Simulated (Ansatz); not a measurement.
## As: geometry relaxation (part 1 of 2)

The run: geometry relaxation of As (slab, 4 atoms in the cell). Method and program: DFT PBE+D3(BJ), scalar-relativistic, plane waves, PAW, no spin polarisation (Ansatz 0.2.0).

The structure derives from an entry of the Crystallography Open Database. The input holds or restrains some coordinates. Forces given for the steps count only the free coordinates. Figures and captions count atoms from 1; the log counts them from 0 in places.

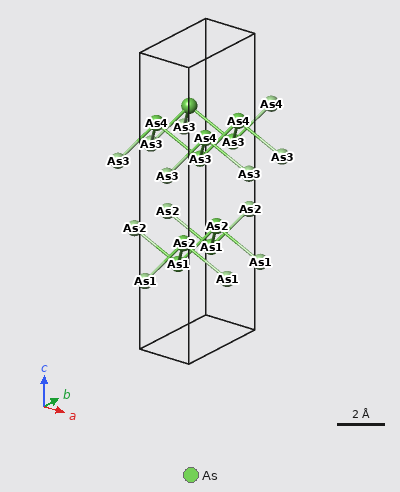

**Figure 1.** The structure as given in the input (ball-and-stick view of the 1 × 2 repeat of the cell, with the vacuum cut short, seen slightly off an axis; neighbours outside the cell are drawn fainter; atoms are numbered from 1 in the order of the input). An atom can appear more than once, as a periodic image.

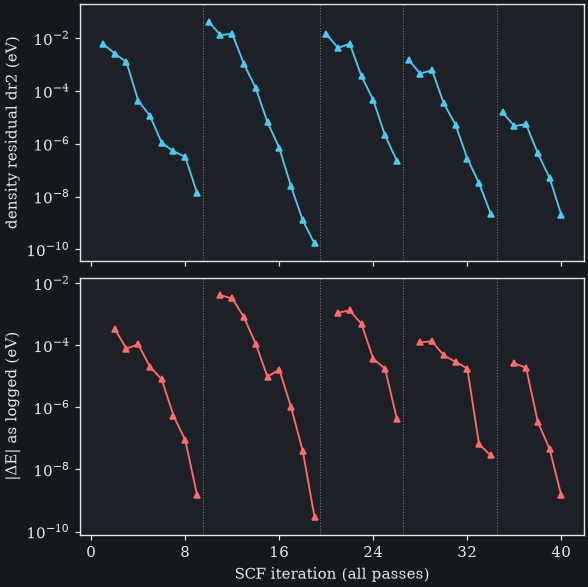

**Figure 2.** Convergence of the self-consistent field: density residual dr2 and size of the energy change against the SCF iteration. The dotted lines part the SCF passes of the relaxation: geometry steps, rejected trials and re-solves on a re-selected basis. The 5 passes take 6 to 10 iterations each, 40 in all.

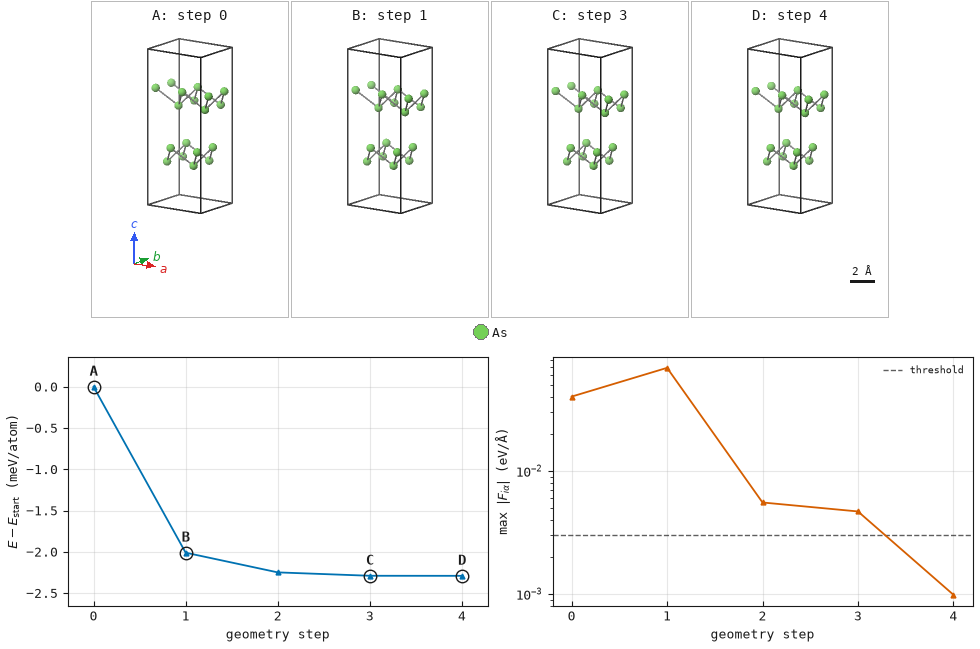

**Figure 3.** Frames of the restrained relaxation (ball-and-stick view of the 2 × 2 repeat of the cell, with the vacuum cut short, seen slightly off an axis) above the curves, on which the letters mark them (the first geometry is step 0 here and step 1 in the log).

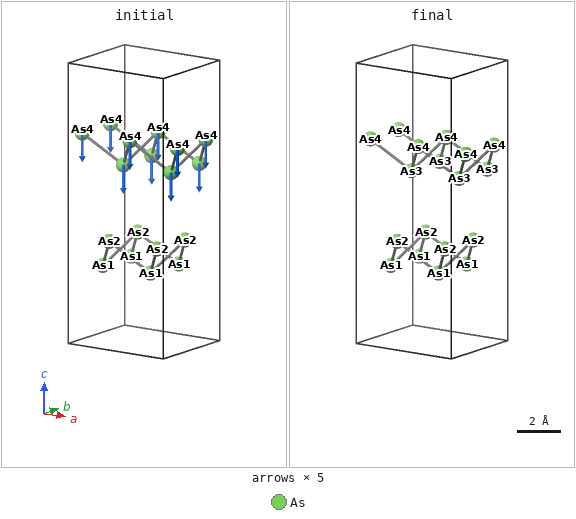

**Figure 4.** Before (left) and after (right) the restrained relaxation, at one scale (ball-and-stick view of the 2 × 2 repeat of the cell, with the vacuum cut short, seen slightly off an axis). The blue arrows give the displacements, magnified 5 times. The energy falls by 2.3 meV per atom in 4 geometry steps. Largest force component: 0.04 eV/Å at the start, 0.00099 eV/Å at the end. The largest moves, 0.27 Å, are those of As3 and As4. The lattice vectors keep their values. (Atoms are counted from 1 in the order of the input.)

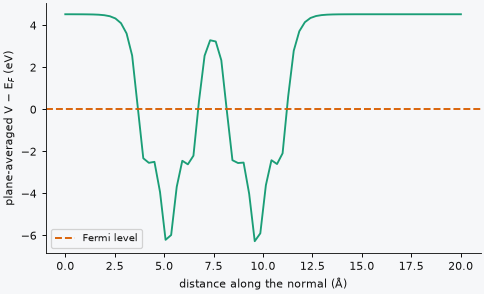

**Figure 5.** Plane average of the electrostatic potential energy of an electron across the cell, from the Fermi level. The vacuum level lies 4.52 eV above the Fermi level.

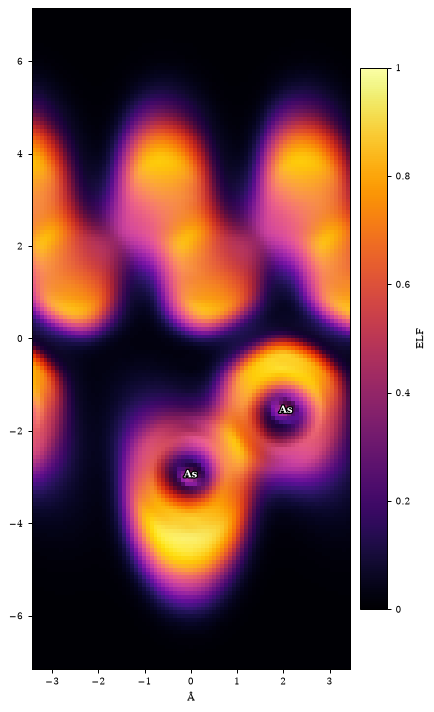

**Figure 6.** Electron localisation function on the (110) plane of the calculation cell, a cut from vacuum to vacuum. Atoms in the plane: As. Core electrons are frozen (PAW), so the fields are smoothed inside the atomic spheres.

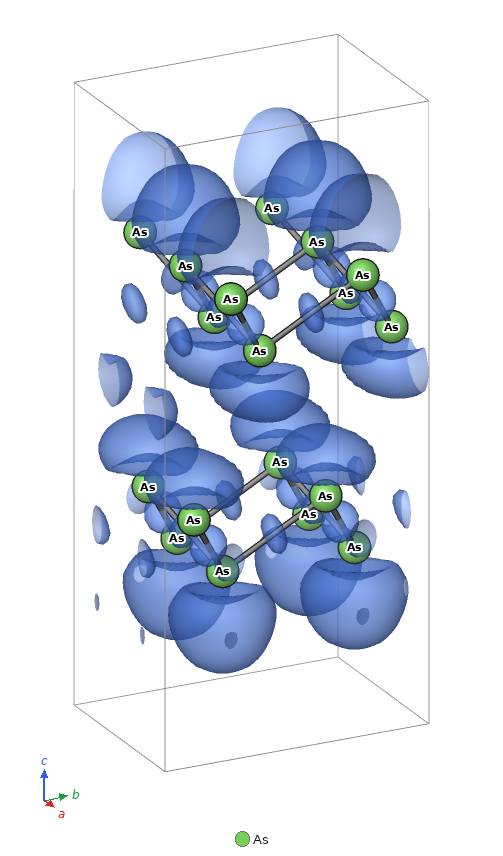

**Figure 7.** Isosurface of the electron localisation function at 0.7 (blue), seen slightly off an axis. Only the valence region is drawn (cores and ρ < 0.01 e/Å³ removed). Sticks mark near contacts. Along the contacts the grid gives the following. As–As (2.49 Å): the ELF peaks at about 0.75 between the atoms, which marks localised, shared-pair bonding.

These pictures come from the run below.

**Input file**
```yaml
crystal:
  lattice:
    - [3.5716243461, 0.0, 0.0]
    - [-1.7858121731, 3.0931174165, 0.0]
    - [0.0, 0.0, 20.295123953]
  atoms:
    - { symbol: As, position: [0.3333333333, 0.6666666667, 0.2217281358] }
    - { symbol: As, position: [0.6666666667, 0.3333333333, 0.2905581626] }
    - { symbol: As, position: [0.6666666667, 0.8333333333, 0.4568728732] }
    - { symbol: As, position: [1.0, 0.5, 0.5256960748] }
basis:
  ecutwfc: 420
kpoints:
  mp_grid: { grid: [9, 9, 1] }
hamiltonian:
  xc: pbe
  dispersion: d3bj
scf:
  occupations: { method: gaussian, width: 0.05 }
output:
  forces: true
  eigenvalues: true
  write_density: true
  write_potential: true
  elf: true
  volumetric_format: npy
relax:
  adjacent_minimum: "off"
  f_tol: 0.003
  max_steps: 20
  constraints: [{ site: 0 }, { sites: [1, 2, 3], fix: xy }]
efield:
  axis: 3
  dipole_correction: true
  ramp_width: 0.04
```

Command:
```bash
ansatz run input.yaml --threads 4 --pin off --max-ram 12288MiB --backend cpu --events-out ev --progress --plain --runs-dir out
```

**What the program printed**
```
Engine: ansatz 0.2.0, x86_64-unknown-linux-gnu
Pseudopotentials: kind: paw
Pseudopotential: As, paw, valence charge 15, recommended cutoff 420 eV (normal), As.paw.azcp
Functional definition: PBE
  parameter kappa = 0.804
  parameter beta = 0.06672455060314922
  exchange = pbe_x(kappa = kappa, mu = beta*pi^2/3)
  correlation = pbe_c(beta = beta)
Crystal: 4 atoms, lattice volume = 224.209 Å³
Basis set: ecut = 420 eV, 4333 PW (Γ), exchange–correlation on 48×48×288 points (8 copies of the dense FFT grid, shifted against one another)
Bands: 36, of which v1, the nominal top of the filled ones, is band 30 counted from 1 (29 counted from 0)
Symmetry: 2 space group operations
Space group: Cm (ITA 8), of the structure as read, at distance tolerance 6.1e-5 Å
k-points: 25 of 81 (time reversal used)
Non-local potential: As, projectors of the file, l = 0: 2, l = 1: 2, l = 2: 3, l = 3: 1
PAW form: soft (Blöchl's): semilocal exchange-correlation on the pseudo side does not see the compensation charge
PAW one-centre angular grid: As, 590 points (default); XC on 64 Gauss nodes
Initial density: superposition of atomic densities (neutral atoms: chi_scale 0, normalization atom), corrected by the library's trained network
Initial wavefunctions: pseudopotential atomic-orbital guess
Functional: x = pbe(κ = 0.804, μ = 0.2195149727645171), c = pbe(β = 0.06672455060314922)
SCF iter   1: F=—  HF=-19425.579959 eV  |F-HF|=—  |Δ(HF+E_count)|=         —  Δρ=9.88e-4  dr2=6.24e-3  ethr=1.77e-3  p=-0.000 e·Å  D=-1.33e-5 V/Å  ΔV_dip=0.00 eV  dr2_dipole=9.81e-9  V_vac-E_F(+/−)=4.55/4.55 eV  ⟨swp⟩=7.5  Hψ=3854  notcnv=0
efield: sawtooth ramp at fractional position 0.8537 (placed from the atoms, in the widest stretch of the axis that holds none; the zero of the levels goes with the place), width 0.0400; the density the first Hamiltonian is built on has a dipole p = -0.000 e·Å; the dipole correction subtracts the counter field D = -1.33e-5 V/Å, which shifts the + side's vacuum level by +0.00 eV against the − side's; the planar-averaged density in the ramp window peaks in size at 3.5e-5 e/Å³
preconditioner: auto → Resta (q_TF=auto, 2.190 Å⁻¹)  ε∞=2.6  [insulator: Δε(μ)=1.045 eV  Ē_g=8.836 eV  σ=0.050 eV  W_gap=1.00  n_scr=44 (ndim 8)  ℏωp=11.1 eV  f_vac=0.534  D(μ)=0.00/eV (n_scr^D=0)  ε∞_Penn≈2.6  vacuum switching on, ρ_ref=5.7e-3 e/Å³]
SCF iter   2: F=—  HF=-19425.580293 eV  |F-HF|=—  |Δ(HF+E_count)|=   3.33e-4  Δρ=7.51e-4  dr2=2.61e-3  ethr=1.04e-5  p=0.000 e·Å  D=1.40e-5 V/Å  ΔV_dip=-0.00 eV  dr2_dipole=1.09e-8  V_vac-E_F(+/−)=4.59/4.59 eV  ⟨swp⟩=3.0  Hψ=1801  notcnv=0  defer=8
SCF iter   3: F=—  HF=-19425.580371 eV  |F-HF|=—  |Δ(HF+E_count)|=   7.85e-5  Δρ=3.73e-4  dr2=1.26e-3  ethr=4.35e-6  p=-0.000 e·Å  D=-9.36e-6 V/Å  ΔV_dip=0.00 eV  dr2_dipole=7.76e-9  V_vac-E_F(+/−)=4.57/4.57 eV  ⟨swp⟩=2.0  Hψ=979  notcnv=0  defer=8
SCF iter   4: F=—  HF=-19425.580478 eV  |F-HF|=—  |Δ(HF+E_count)|=   1.07e-4  Δρ=1.11e-4  dr2=4.32e-5  ethr=2.09e-6  p=0.000 e·Å  D=7.82e-6 V/Å  ΔV_dip=-0.00 eV  dr2_dipole=4.48e-9  V_vac-E_F(+/−)=4.59/4.59 eV  ⟨swp⟩=2.0  Hψ=1028  notcnv=0  defer=8
SCF iter   5: F=—  HF=-19425.580458 eV  |F-HF|=—  |Δ(HF+E_count)|=   2.04e-5  Δρ=7.22e-5  dr2=1.15e-5  ethr=7.19e-8  p=-0.000 e·Å  D=-4.08e-6 V/Å  ΔV_dip=0.00 eV  dr2_dipole=1.05e-9  V_vac-E_F(+/−)=4.59/4.59 eV  ⟨swp⟩=2.0  Hψ=1583  notcnv=0  defer=10
SCF iter   6: F=—  HF=-19425.580466 eV  |F-HF|=—  |Δ(HF+E_count)|=   7.97e-6  Δρ=1.81e-5  dr2=1.09e-6  ethr=1.92e-8  p=0.000 e·Å  D=3.01e-5 V/Å  ΔV_dip=-0.00 eV  dr2_dipole=6.55e-8  V_vac-E_F(+/−)=4.60/4.60 eV  ⟨swp⟩=2.0  Hψ=1612  notcnv=0  defer=10
SCF iter   7: F=—  HF=-19425.580465 eV  |F-HF|=—  |Δ(HF+E_count)|=   5.38e-7  Δρ=8.87e-6  dr2=5.22e-7  ethr=3.75e-10  p=-0.000 e·Å  D=-5.17e-5 V/Å  ΔV_dip=0.00 eV  dr2_dipole=1.86e-7  V_vac-E_F(+/−)=4.60/4.60 eV  ⟨swp⟩=14.6  Hψ=8011  notcnv=0
SCF iter   8: F=—  HF=-19425.580465 eV  |F-HF|=—  |Δ(HF+E_count)|=   8.85e-8  Δρ=5.32e-6  dr2=3.24e-7  ethr=8.70e-10  p=0.000 e·Å  D=4.60e-5 V/Å  ΔV_dip=-0.00 eV  dr2_dipole=1.53e-7  V_vac-E_F(+/−)=4.60/4.60 eV  ⟨swp⟩=2.0  Hψ=1612  notcnv=0
SCF iter   9: F=-19425.580465 eV  HF=-19425.580465 eV  |F-HF|=9.08e-9  |Δ(HF+E_count)|=   1.55e-9  Δρ=1.79e-6  dr2=1.39e-8  ethr=3.75e-10  p=0.000 e·Å  D=6.99e-6 V/Å  ΔV_dip=-0.00 eV  dr2_dipole=4.10e-9  V_vac-E_F(+/−)=4.60/4.60 eV  ⟨swp⟩=10.2  Hψ=5912  notcnv=0
SCF 1 converged in 9 iterations: F = -19425.580465 eV  dr2 = 1.39e-8
  greatest PAW one-centre occupation: 0.999 electrons in one spin orbital (limit 2), on the As atom at site 2 (counted from 0), in its partial waves of l = 2
relax step   1: F+E_penalty+E_count = -19425.58046519 eV  Δ(F+E_penalty+E_count) = +0.000e0 eV  max|allowed force component| = 4.025e-2 eV/Å  Δτ_max = 0.0000 Å  (9 SCF iters, dr2 threshold 2.25e-7 eV, accepted)
Initial density: handed on by an earlier stage of this run
Initial wavefunctions: those handed on with the density
iter 1 solved again at ethr=6.94e-5 eV; its pass at ethr=3.10e-3 eV (dr2=4.17e-2 eV) is discarded
SCF iter   1: F=—  HF=-19425.582076 eV  |F-HF|=—  |Δ(HF+E_count)|=         —  Δρ=6.78e-3  dr2=4.19e-2  ethr=6.94e-5  p=0.000 e·Å  D=7.29e-6 V/Å  ΔV_dip=-0.00 eV  dr2_dipole=6.90e-4  V_vac-E_F(+/−)=4.55/4.55 eV  ⟨swp⟩=1.6  Hψ=3378  notcnv=0  defer=40
efield: sawtooth ramp at fractional position 0.8537 (handed on by an earlier solve), width 0.0400; the density the first Hamiltonian is built on has a dipole p = 0.000 e·Å; the dipole correction subtracts the counter field D = 7.29e-6 V/Å, which shifts the + side's vacuum level by -0.00 eV against the − side's; the planar-averaged density in the ramp window peaks in size at 6.4e-7 e/Å³
preconditioner: auto → Resta (q_TF=auto, 2.190 Å⁻¹)  ε∞=2.6  [insulator: Δε(μ)=0.850 eV  Ē_g=8.847 eV  σ=0.050 eV  W_gap=1.00  n_scr=44 (ndim 8)  ℏωp=11.1 eV  f_vac=0.544  D(μ)=0.00/eV (n_scr^D=0)  ε∞_Penn≈2.6  vacuum switching on, ρ_ref=5.7e-3 e/Å³]
SCF iter   2: F=—  HF=-19425.586175 eV  |F-HF|=—  |Δ(HF+E_count)|=   4.10e-3  Δρ=3.57e-3  dr2=1.32e-2  ethr=6.94e-5  p=0.008 e·Å  D=6.24e-3 V/Å  ΔV_dip=-0.13 eV  dr2_dipole=1.31e-3  V_vac-E_F(+/−)=4.45/4.58 eV  ⟨swp⟩=2.2  Hψ=1113  notcnv=0  defer=40
SCF iter   3: F=—  HF=-19425.589425 eV  |F-HF|=—  |Δ(HF+E_count)|=   3.25e-3  Δρ=1.72e-3  dr2=1.48e-2  ethr=2.20e-5  p=-0.007 e·Å  D=-5.83e-3 V/Å  ΔV_dip=0.12 eV  dr2_dipole=3.89e-3  V_vac-E_F(+/−)=4.62/4.50 eV  ⟨swp⟩=2.3  Hψ=1163  notcnv=0  defer=40
SCF iter   4: F=—  HF=-19425.588621 eV  |F-HF|=—  |Δ(HF+E_count)|=   8.03e-4  Δρ=3.12e-4  dr2=1.05e-3  ethr=2.20e-5  p=0.003 e·Å  D=2.34e-3 V/Å  ΔV_dip=-0.05 eV  dr2_dipole=3.06e-4  V_vac-E_F(+/−)=4.52/4.57 eV  ⟨swp⟩=2.0  Hψ=1125  notcnv=0  defer=41
SCF iter   5: F=—  HF=-19425.588510 eV  |F-HF|=—  |Δ(HF+E_count)|=   1.11e-4  Δρ=1.65e-4  dr2=1.29e-4  ethr=1.76e-6  p=0.000 e·Å  D=1.46e-5 V/Å  ΔV_dip=-0.00 eV  dr2_dipole=8.07e-6  V_vac-E_F(+/−)=4.54/4.54 eV  ⟨swp⟩=2.0  Hψ=1003  notcnv=0  defer=41
SCF iter   6: F=—  HF=-19425.588520 eV  |F-HF|=—  |Δ(HF+E_count)|=   9.68e-6  Δρ=5.08e-5  dr2=6.58e-6  ethr=2.16e-7  p=0.000 e·Å  D=1.84e-4 V/Å  ΔV_dip=-0.00 eV  dr2_dipole=3.78e-8  V_vac-E_F(+/−)=4.54/4.55 eV  ⟨swp⟩=2.3  Hψ=1197  notcnv=0  defer=41
SCF iter   7: F=—  HF=-19425.588503 eV  |F-HF|=—  |Δ(HF+E_count)|=   1.66e-5  Δρ=1.58e-5  dr2=7.03e-7  ethr=1.10e-8  p=0.000 e·Å  D=5.04e-5 V/Å  ΔV_dip=-0.00 eV  dr2_dipole=1.61e-8  V_vac-E_F(+/−)=4.55/4.55 eV  ⟨swp⟩=2.0  Hψ=1647  notcnv=0  defer=41
iter 8 did not close the SCF: its close was put off until two iterations running show no level that it waits for move by more than its bar (scf_convergence_deferred on its scf_iter line)
SCF iter   8: F=-19425.588504 eV  HF=-19425.588504 eV  |F-HF|=2.88e-8  |Δ(HF+E_count)|=   1.04e-6  Δρ=3.01e-6  dr2=2.45e-8  ethr=1.69e-10  p=-0.000 e·Å  D=-1.07e-5 V/Å  ΔV_dip=0.00 eV  dr2_dipole=5.52e-11  V_vac-E_F(+/−)=4.55/4.55 eV  ⟨swp⟩=12.5  Hψ=6539  notcnv=0
iter 9 did not close the SCF: its close was put off until two iterations running show no level that it waits for move by more than its bar (scf_convergence_deferred on its scf_iter line)
SCF iter   9: F=-19425.588505 eV  HF=-19425.588505 eV  |F-HF|=2.14e-9  |Δ(HF+E_count)|=   3.94e-8  Δρ=6.97e-7  dr2=1.26e-9  ethr=4.09e-11  p=-0.000 e·Å  D=-1.64e-5 V/Å  ΔV_dip=0.00 eV  dr2_dipole=2.09e-12  V_vac-E_F(+/−)=4.55/4.55 eV  ⟨swp⟩=6.0  Hψ=5366  notcnv=0
SCF iter  10: F=-19425.588505 eV  HF=-19425.588505 eV  |F-HF|=1.78e-10  |Δ(HF+E_count)|=  2.95e-10  Δρ=3.00e-7  dr2=1.67e-10  ethr=2.10e-12  p=-0.000 e·Å  D=-1.86e-5 V/Å  ΔV_dip=0.00 eV  dr2_dipole=1.04e-12  V_vac-E_F(+/−)=4.55/4.55 eV  ⟨swp⟩=5.0  Hψ=5100  notcnv=0
SCF 2 converged in 10 iterations: F = -19425.588505 eV  dr2 = 1.67e-10
relax step   2: F+E_penalty+E_count = -19425.58850450 eV  Δ(F+E_penalty+E_count) = -8.039e-3 eV  max|allowed force component| = 6.895e-2 eV/Å  Δτ_max = 0.1943 Å  (10 SCF iters, dr2 threshold 1.01e-7 eV, accepted)
```
